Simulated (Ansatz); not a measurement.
**Nudged elastic band of Pd₂₇H (part 3 of 3)**

Pd₂₇H (defect cell, 28 atoms in the cell); DFT PBEsol, scalar-relativistic, plane waves, PAW, no spin polarisation (Ansatz 0.2.0); cutoff 420 eV, 4×4×4 k-mesh, Gaussian smearing of 0.1 eV. The structure derives from a Materials Project entry. It belongs to a series of runs on one base structure; here: climbing-image band for the jump of H by 2.73 A.

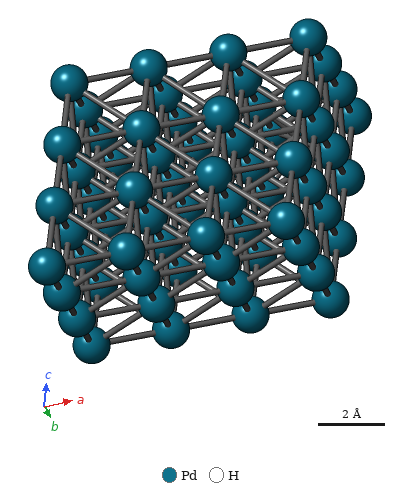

Fig. 1: The structure as given in the input (ball-and-stick view of the cell of the calculation, seen at an oblique angle).

### Output, continued
```
--- NEB band (7 images, 4 band iterations, 152 SCF iterations) ---
  forward barrier  = 0.660007 eV
  backward barrier = 0.660007 eV
  lagrangian_above_aufbau_ev (what the smearing adds, to first order; not taken off the barriers): saddle image -0.197262 eV, end points -0.206849 and -0.206849 eV
  climbing image's point = of an order that was not read
  energies are F+E_penalty+E_count in eV, relative to image 0
  image     s (Å)  Δ vs image 0  max|band force component| (eV/Å)
      0    0.0000      0.000000                                 —
      1    0.4626      0.097873                          5.366e-3
      2    0.9252      0.426513                          2.559e-2
  *   3    1.3878      0.660007                          4.080e-2
      4    1.8467      0.430174                          2.595e-2
      5    2.3057      0.101667                          8.870e-3
      6    2.7646     -0.000000                                 —
  climbing-image geometry (image 3):
  cell:  # Å, volume = 392.7665 Å³
    - [-5.8125692773, -5.8125692773, 0.0]
    - [-5.8125692773, 0.0, -5.8125692773]
    - [0.0, -5.8125692773, -5.8125692773]
  atoms:
    - { symbol: Pd, position: [0.6695381058492862, 0.6695023962487947, 0.6652544273132679] }
    - { symbol: Pd, position: [0.33824791292578094, 0.6668792418279454, 0.6655146552199027] }
    - { symbol: Pd, position: [0.023161083694196782, 0.643656800424359, 0.6666072887048298] }
    - { symbol: Pd, position: [0.6669192972168018, 0.3382079492150869, 0.6655146421050082] }
    - { symbol: Pd, position: [0.33338762988316095, 0.33334415297041703, 0.6666684735006021] }
    - { symbol: Pd, position: [-0.00013330146857376546, 0.3284941992531138, 0.6677857458052292] }
    - { symbol: Pd, position: [0.6436851434292908, 0.023131875268581237, 0.6666082751628188] }
    - { symbol: Pd, position: [0.3285337913191472, -0.0001730059787603544, 0.6677856820243921] }
    - { symbol: Pd, position: [-0.00279174172888641, -0.002827735884471827, 0.6680406838876716] }
    - { symbol: Pd, position: [0.6685365745101914, 0.6685002772800392, 0.3315008051180497] }
    - { symbol: Pd, position: [0.3382520798177627, 0.6668791230979453, 0.3293950489454356] }
    - { symbol: Pd, position: [0.0016226714671622733, 0.6651221658282445, 0.33286422659765197] }
    - { symbol: Pd, position: [0.6669190340389732, 0.33821190120781497, 0.32939520200342176] }
    - { symbol: Pd, position: [0.33338760977513543, 0.3333517685591085, 0.33350421882160347] }
    - { symbol: Pd, position: [0.0002610903831337663, 0.33207012102435846, 0.3338542849100015] }
    - { symbol: Pd, position: [0.6651575888228496, 0.0015870974478794098, 0.33286637304252764] }
    - { symbol: Pd, position: [0.3321065612119447, 0.00022451899986594692, 0.3338543044702098] }
    - { symbol: Pd, position: [-0.002790401609714638, -0.0028262143995620714, 0.33761542088241636] }
    - { symbol: Pd, position: [0.6695397674019826, 0.6695036824315479, -0.0042561832567618585] }
    - { symbol: Pd, position: [0.33465392501566166, 0.6664753566692432, -0.0005442622465080538] }
    - { symbol: Pd, position: [0.0016223321637219845, 0.665122774966068, 0.00042268423180513714] }
    - { symbol: Pd, position: [0.6665118610752265, 0.3346174434495722, -0.0005442886868655961] }
    - { symbol: Pd, position: [0.3333881733275462, 0.33335161139545455, -0.00019192801681286453] }
    - { symbol: Pd, position: [-0.00013302191599756652, 0.3284982447665194, 0.0038900866972793047] }
    - { symbol: Pd, position: [0.6651587195192455, 0.0015862602351178184, 0.00042098330929590637] }
    - { symbol: Pd, position: [0.32853781066749843, -0.000173082630137862, 0.0038904710464927206] }
    - { symbol: Pd, position: [-0.0017578119071559866, -0.0017938538072086046, 0.0017946834739315926] }
    - { symbol: H, position: [0.8320666271646273, 0.8318685013830636, 0.6680944235331028] }
```

### The last band as extended XYZ (Å, eV, eV/Å)
```
28
Lattice="-5.8126 -5.8126 0.0000 -5.8126 0.0000 -5.8126 0.0000 -5.8126 -5.8126" Properties=species:S:1:pos:R:3:forces:R:3 image=0 energy=-186495.68061
Pd   -7.7465   -7.7463   -7.7463    0.0003  -0.0002  -0.0002
Pd   -5.8165   -5.8163   -7.7464    0.0004   0.0000  -0.0001
Pd   -3.8754   -3.8750   -7.7271    0.0006  -0.0003  -0.0005
Pd   -5.8164   -7.7464   -5.8163    0.0004  -0.0002   0.0001
Pd   -3.8752   -5.8128   -5.8128    0.0003   0.0000   0.0001
Pd   -1.9373   -3.8750   -5.8127   -0.0001   0.0000   0.0001
Pd   -3.8753   -7.7273   -3.8751    0.0003  -0.0005   0.0000
Pd   -1.9373   -5.8126   -3.8751   -0.0001   0.0000   0.0000
Pd   -0.0222   -3.8751   -3.8750   -0.0003   0.0003   0.0000
Pd   -7.7465   -5.8164   -5.8164    0.0004   0.0000   0.0000
Pd   -5.8129   -3.8750   -5.8130    0.0007  -0.0001   0.0003
Pd   -3.8752   -1.9373   -5.8128    0.0004  -0.0002   0.0000
Pd   -5.8129   -5.8130   -3.8751    0.0006   0.0003   0.0000
Pd   -3.8753   -3.8750   -3.8751    0.0006  -0.0002   0.0000
Pd   -1.9372   -1.9374   -3.8751   -0.0002  -0.0003   0.0000
Pd   -3.8752   -5.8128   -1.9373    0.0003   0.0000  -0.0001
Pd   -1.9373   -3.8750   -1.9374   -0.0001   0.0000  -0.0001
Pd   -0.0039   -1.9338   -1.9339    0.0004  -0.0002  -0.0001
Pd   -7.7266   -3.8750   -3.8751    0.0005   0.0003   0.0000
Pd   -5.8130   -1.9371   -3.8751    0.0007  -0.0005   0.0000
Pd   -3.8754   -0.0232   -3.8751    0.0005   0.0006   0.0000
Pd   -5.8129   -3.8750   -1.9371    0.0007  -0.0001  -0.0003
Pd   -3.8752   -1.9373   -1.9373    0.0004  -0.0002   0.0000
Pd   -1.9339   -0.0038   -1.9337    0.0004  -0.0001   0.0000
Pd   -3.8754   -3.8750   -0.0230    0.0006  -0.0003   0.0005
Pd   -1.9339   -1.9337   -0.0038    0.0003  -0.0002   0.0002
Pd   -0.0039   -0.0037   -0.0037    0.0004   0.0000   0.0001
H    -9.6741   -9.6908   -9.6874   -0.0093   0.0021  -0.0002
28
Lattice="-5.8126 -5.8126 0.0000 -5.8126 0.0000 -5.8126 0.0000 -5.8126 -5.8126" Properties=species:S:1:pos:R:3:forces:R:3 image=1 energy=-186495.58273
Pd   -7.7545   -7.7487   -7.7486    0.0182   0.0196   0.0196
Pd   -5.8204   -5.8234   -7.7480    0.0126   0.0216   0.0114
Pd   -3.8756   -3.8953   -7.6727   -0.0008   0.0665  -0.0516
Pd   -5.8204   -7.7482   -5.8233    0.0126   0.0114   0.0215
Pd   -3.8752   -5.8182   -5.8180    0.0001   0.0146   0.0144
Pd   -1.9209   -3.8801   -5.8054   -0.0139   0.0151   0.0009
Pd   -3.8756   -7.6730   -3.8953   -0.0007  -0.0541   0.0678
Pd   -1.9210   -5.8056   -3.8800   -0.0138   0.0010   0.0151
Pd    0.0018   -3.8747   -3.8746   -0.0263   0.0052   0.0055
Pd   -7.7572   -5.8173   -5.8172    0.0101   0.0122   0.0122
Pd   -5.8294   -3.8801   -5.8056    0.0145   0.0151   0.0004
Pd   -3.8752   -1.9367   -5.8045    0.0001   0.0156   0.0067
Pd   -5.8293   -5.8057   -3.8799    0.0144   0.0005   0.0151
Pd   -3.8752   -3.8827   -3.8826    0.0000   0.0132   0.0132
Pd   -1.9348   -1.9430   -3.8769   -0.0017   0.0153   0.0107
Pd   -3.8752   -5.8047   -1.9367    0.0001   0.0068   0.0158
Pd   -1.9348   -3.8771   -1.9429   -0.0017   0.0107   0.0153
Pd    0.0041   -1.9361   -1.9359   -0.0177   0.0194   0.0194
Pd   -7.7509   -3.8749   -3.8749    0.0245   0.0053   0.0056
Pd   -5.8153   -1.9428   -3.8769    0.0021   0.0156   0.0107
Pd   -3.8751   -0.0177   -3.8723   -0.0001   0.0098   0.0077
Pd   -5.8153   -3.8771   -1.9427    0.0021   0.0107   0.0156
Pd   -3.8751   -1.9441   -1.9440    0.0001   0.0136   0.0136
Pd   -1.9300   -0.0108   -1.9353   -0.0121   0.0213   0.0116
Pd   -3.8751   -3.8724   -0.0177   -0.0001   0.0075   0.0100
Pd   -1.9300   -1.9355   -0.0107   -0.0120   0.0116   0.0213
Pd    0.0069   -0.0046   -0.0045   -0.0098   0.0124   0.0124
H    -9.6767   -9.3650   -9.3638   -0.0007  -0.3177  -0.3219
28
Lattice="-5.8126 -5.8126 0.0000 -5.8126 0.0000 -5.8126 0.0000 -5.8126 -5.8126" Properties=species:S:1:pos:R:3:forces:R:3 image=2 energy=-186495.25409
Pd   -7.7723   -7.7553   -7.7552    0.0178   0.0269   0.0269
Pd   -5.8318   -5.8316   -7.7478    0.0193   0.0270   0.0144
Pd   -3.8762   -3.9504   -7.6127   -0.0115   0.1111   0.0364
Pd   -5.8318   -7.7480   -5.8315    0.0192   0.0145   0.0269
Pd   -3.8754   -5.8211   -5.8209    0.0002   0.0043   0.0039
Pd   -1.9076   -3.8829   -5.7955    0.0026   0.0168   0.0112
Pd   -3.8762   -7.6130   -3.9504   -0.0114   0.0284   0.1162
Pd   -1.9076   -5.7958   -3.8828    0.0027   0.0113   0.0167
Pd    0.0270   -3.8695   -3.8693   -0.0080   0.0154   0.0156
Pd   -7.7678   -5.8168   -5.8166    0.0049   0.0135   0.0136
Pd   -5.8433   -3.8829   -5.7955   -0.0025   0.0169   0.0109
Pd   -3.8754   -1.9399   -5.8005   -0.0002   0.0284   0.0212
Pd   -5.8433   -5.7957   -3.8827   -0.0027   0.0110   0.0168
Pd   -3.8754   -3.8839   -3.8837   -0.0001   0.0067   0.0067
Pd   -1.9322   -1.9455   -3.8754    0.0003   0.0147   0.0128
Pd   -3.8754   -5.8007   -1.9398   -0.0002   0.0212   0.0285
Pd   -1.9322   -3.8756   -1.9454    0.0003   0.0128   0.0147
Pd    0.0214   -1.9428   -1.9426   -0.0175   0.0264   0.0264
Pd   -7.7768   -3.8698   -3.8697    0.0048   0.0154   0.0157
Pd   -5.8184   -1.9454   -3.8754    0.0001   0.0153   0.0128
Pd   -3.8754   -0.0141   -3.8682   -0.0008   0.0184   0.0223
Pd   -5.8184   -3.8756   -1.9453    0.0001   0.0127   0.0153
Pd   -3.8754   -1.9445   -1.9444    0.0000   0.0076   0.0076
Pd   -1.9191   -0.0189   -1.9351   -0.0193   0.0269   0.0149
Pd   -3.8754   -3.8683   -0.0140   -0.0008   0.0221   0.0183
Pd   -1.9191   -1.9353   -0.0188   -0.0193   0.0149   0.0268
Pd    0.0170   -0.0041   -0.0040   -0.0049   0.0140   0.0140
H    -9.6709   -9.0459   -9.0449    0.0269  -0.5546  -0.5674
28
Lattice="-5.8126 -5.8126 0.0000 -5.8126 0.0000 -5.8126 0.0000 -5.8126 -5.8126" Properties=species:S:1:pos:R:3:forces:R:3 image=3 energy=-186495.02060
Pd   -7.7833   -7.7586   -7.7584   -0.0036   0.0002   0.0003
Pd   -5.8424   -5.8344   -7.7446    0.0001   0.0016  -0.0003
Pd   -3.8759   -4.0093   -7.6160   -0.0205  -0.0235   0.0243
Pd   -5.8424   -7.7449   -5.8342    0.0000  -0.0002   0.0015
Pd   -3.8754   -5.8129   -5.8126    0.0010   0.0007   0.0004
Pd   -1.9086   -3.8808   -5.7909   -0.0004   0.0001  -0.0017
Pd   -3.8759   -7.6162   -4.0092   -0.0203   0.0134  -0.0125
Pd   -1.9086   -5.7912   -3.8805   -0.0003  -0.0015   0.0001
Pd    0.0327   -3.8668   -3.8666    0.0032   0.0006   0.0006
Pd   -7.7716   -5.8128   -5.8126   -0.0017  -0.0001   0.0000
Pd   -5.8424   -3.8807   -5.7909    0.0004   0.0003  -0.0019
Pd   -3.8755   -1.9442   -5.8009   -0.0004  -0.0011  -0.0006
Pd   -5.8424   -5.7911   -3.8805    0.0003  -0.0017   0.0002
Pd   -3.8755   -3.8764   -3.8761   -0.0001  -0.0005  -0.0005
Pd   -1.9317   -1.9421   -3.8707    0.0011  -0.0001   0.0001
Pd   -3.8755   -5.8011   -1.9440   -0.0004  -0.0006  -0.0010
Pd   -1.9317   -3.8709   -1.9419    0.0012   0.0001  -0.0001
Pd    0.0326   -1.9462   -1.9460    0.0034  -0.0005  -0.0004
Pd   -7.7833   -3.8670   -3.8668   -0.0034  -0.0001   0.0000
Pd   -5.8191   -1.9420   -3.8708   -0.0007   0.0001  -0.0001
Pd   -3.8755   -0.0119   -3.8685   -0.0004   0.0002   0.0008
Pd   -5.8191   -3.8710   -1.9418   -0.0007  -0.0001   0.0001
Pd   -3.8755   -1.9367   -1.9365   -0.0001   0.0005   0.0005
Pd   -1.9086   -0.0218   -1.9320    0.0000   0.0015  -0.0001
Pd   -3.8755   -3.8687   -0.0117   -0.0004   0.0007   0.0001
Pd   -1.9086   -1.9323   -0.0216    0.0000   0.0000   0.0013
Pd    0.0206   -0.0002    0.0000    0.0017  -0.0001   0.0000
H    -9.6717   -8.7198   -8.7186    0.0408   0.0101  -0.0113
28
Lattice="-5.8126 -5.8126 0.0000 -5.8126 0.0000 -5.8126 0.0000 -5.8126 -5.8126" Properties=species:S:1:pos:R:3:forces:R:3 image=4 energy=-186495.25043
Pd   -7.7769   -7.7556   -7.7554    0.0058  -0.0160  -0.0158
Pd   -5.8433   -5.8299   -7.7424   -0.0011  -0.0099  -0.0164
Pd   -3.8757   -4.0123   -7.6736   -0.0105  -0.0469  -0.1153
Pd   -5.8433   -7.7427   -5.8296   -0.0013  -0.0163  -0.0100
Pd   -3.8755   -5.8045   -5.8042    0.0004  -0.0042  -0.0048
Pd   -1.9189   -3.8777   -5.7937   -0.0184  -0.0148  -0.0258
Pd   -3.8757   -7.6736   -4.0119   -0.0104  -0.1226  -0.0352
Pd   -1.9189   -5.7939   -3.8774   -0.0183  -0.0257  -0.0148
Pd    0.0217   -3.8701   -3.8698   -0.0160  -0.0254  -0.0254
Pd   -7.7679   -5.8088   -5.8086    0.0050  -0.0129  -0.0129
Pd   -5.8320   -3.8777   -5.7937    0.0189  -0.0144  -0.0262
Pd   -3.8754   -1.9446   -5.7987   -0.0006  -0.0216  -0.0162
Pd   -5.8320   -5.7939   -3.8774    0.0188  -0.0261  -0.0144
Pd   -3.8755   -3.8685   -3.8683    0.0001  -0.0074  -0.0074
Pd   -1.9323   -1.9375   -3.8672    0.0004  -0.0124  -0.0145
Pd   -3.8754   -5.7989   -1.9443   -0.0006  -0.0161  -0.0214
Pd   -1.9323   -3.8675   -1.9372    0.0005  -0.0145  -0.0124
Pd    0.0270   -1.9434   -1.9432   -0.0087  -0.0159  -0.0157
Pd   -7.7726   -3.8702   -3.8699    0.0169  -0.0259  -0.0259
Pd   -5.8185   -1.9374   -3.8673    0.0003  -0.0123  -0.0150
Pd   -3.8755   -0.0123   -3.8727    0.0001  -0.0198  -0.0266
Pd   -5.8185   -3.8676   -1.9372    0.0002  -0.0150  -0.0123
Pd   -3.8755   -1.9292   -1.9289    0.0000  -0.0065  -0.0065
Pd   -1.9076   -0.0174   -1.9298    0.0017  -0.0104  -0.0164
Pd   -3.8755   -3.8729   -0.0119    0.0001  -0.0267  -0.0198
Pd   -1.9076   -1.9301   -0.0171    0.0019  -0.0163  -0.0105
Pd    0.0170    0.0037    0.0039   -0.0046  -0.0133  -0.0133
H    -9.6755   -8.3961   -8.3946    0.0194   0.5690   0.5509
28
Lattice="-5.8126 -5.8126 0.0000 -5.8126 0.0000 -5.8126 0.0000 -5.8126 -5.8126" Properties=species:S:1:pos:R:3:forces:R:3 image=5 energy=-186495.57894
Pd   -7.7517   -7.7504   -7.7502    0.0241  -0.0067  -0.0062
Pd   -5.8298   -5.8199   -7.7450    0.0151   0.0000  -0.0151
Pd   -3.8751   -3.9537   -7.7290   -0.0016   0.0473  -0.0698
Pd   -5.8297   -7.7453   -5.8196    0.0150  -0.0150  -0.0002
Pd   -3.8753   -5.8072   -5.8069    0.0003  -0.0147  -0.0149
Pd   -1.9299   -3.8773   -5.8016   -0.0122  -0.0118  -0.0214
Pd   -3.8752   -7.7290   -3.9531   -0.0016  -0.0725   0.0527
Pd   -1.9299   -5.8018   -3.8770   -0.0121  -0.0213  -0.0118
Pd    0.0043   -3.8767   -3.8764   -0.0173  -0.0192  -0.0192
Pd   -7.7575   -5.8082   -5.8079    0.0105  -0.0119  -0.0119
Pd   -5.8206   -3.8773   -5.8016    0.0129  -0.0116  -0.0217
Pd   -3.8752   -1.9404   -5.7949   -0.0001  -0.0082  -0.0097
Pd   -5.8206   -5.8019   -3.8770    0.0129  -0.0216  -0.0116
Pd   -3.8753   -3.8686   -3.8684    0.0002  -0.0137  -0.0137
Pd   -1.9349   -1.9358   -3.8695   -0.0014  -0.0107  -0.0153
Pd   -3.8752   -5.7950   -1.9402   -0.0001  -0.0100  -0.0079
Pd   -1.9349   -3.8698   -1.9355   -0.0014  -0.0153  -0.0107
Pd    0.0021   -1.9381   -1.9378   -0.0275  -0.0063  -0.0058
Pd   -7.7548   -3.8767   -3.8764    0.0182  -0.0195  -0.0195
Pd   -5.8156   -1.9358   -3.8697    0.0020  -0.0106  -0.0156
Pd   -3.8753   -0.0083   -3.8758    0.0003  -0.0064  -0.0153
Pd   -5.8156   -3.8699   -1.9355    0.0021  -0.0156  -0.0107
Pd   -3.8753   -1.9301   -1.9298    0.0002  -0.0132  -0.0132
Pd   -1.9207   -0.0075   -1.9324   -0.0143  -0.0004  -0.0152
Pd   -3.8753   -3.8760   -0.0079    0.0003  -0.0154  -0.0066
Pd   -1.9207   -1.9327   -0.0072   -0.0142  -0.0151  -0.0006
Pd    0.0070    0.0043    0.0046   -0.0099  -0.0121  -0.0121
H    -9.6840   -8.0798   -8.0776   -0.0002   0.3316   0.3231
28
Lattice="-5.8126 -5.8126 0.0000 -5.8126 0.0000 -5.8126 0.0000 -5.8126 -5.8126" Properties=species:S:1:pos:R:3:forces:R:3 image=6 energy=-186495.68061
Pd   -7.7273   -7.7498   -7.7501   -0.0005  -0.0003   0.0000
Pd   -5.8130   -5.8123   -7.7501    0.0003  -0.0006   0.0000
Pd   -3.8750   -3.8986   -7.7501    0.0003  -0.0005   0.0000
Pd   -5.8128   -7.7499   -5.8124    0.0000  -0.0003  -0.0001
Pd   -3.8750   -5.8122   -5.8122   -0.0001  -0.0007  -0.0003
Pd   -1.9337   -3.8786   -5.8087   -0.0002  -0.0003  -0.0002
Pd   -3.8750   -7.7498   -3.8980   -0.0003  -0.0006   0.0005
Pd   -1.9338   -5.8087   -3.8787   -0.0002  -0.0004   0.0001
Pd   -0.0038   -3.8786   -3.8788   -0.0001  -0.0004   0.0000
Pd   -7.7464   -5.8087   -5.8089   -0.0002  -0.0004  -0.0001
Pd   -5.8164   -3.8786   -5.8088    0.0000  -0.0004   0.0000
Pd   -3.8750   -1.9372   -5.7896   -0.0003  -0.0006  -0.0005
Pd   -5.8163   -5.8087   -3.8788    0.0000  -0.0004   0.0001
Pd   -3.8750   -3.8753   -3.8751    0.0000   0.0001   0.0001
Pd   -1.9373   -1.9373   -3.8753   -0.0002  -0.0004   0.0000
Pd   -3.8751   -5.7904   -1.9375    0.0003   0.0003   0.0000
Pd   -1.9374   -3.8753   -1.9375   -0.0003   0.0002   0.0000
Pd   -0.0232   -1.9372   -1.9375    0.0006  -0.0005   0.0000
Pd   -7.7463   -3.8786   -3.8789   -0.0002  -0.0003   0.0002
Pd   -5.8128   -1.9374   -3.8752    0.0000  -0.0003   0.0001
Pd   -3.8750    0.0004   -3.8755   -0.0001  -0.0007   0.0003
Pd   -5.8126   -3.8752   -1.9375    0.0000   0.0001   0.0000
Pd   -3.8750   -1.9372   -1.9375   -0.0002  -0.0006   0.0000
Pd   -1.9371    0.0004   -1.9375   -0.0005  -0.0007   0.0000
Pd   -3.8750   -3.8753    0.0001    0.0000   0.0001  -0.0001
Pd   -1.9373   -1.9373    0.0003   -0.0002  -0.0004   0.0000
Pd   -0.0037    0.0039    0.0037    0.0000  -0.0004  -0.0001
H    -9.6908   -7.7636   -7.7503    0.0021   0.0093   0.0002
```
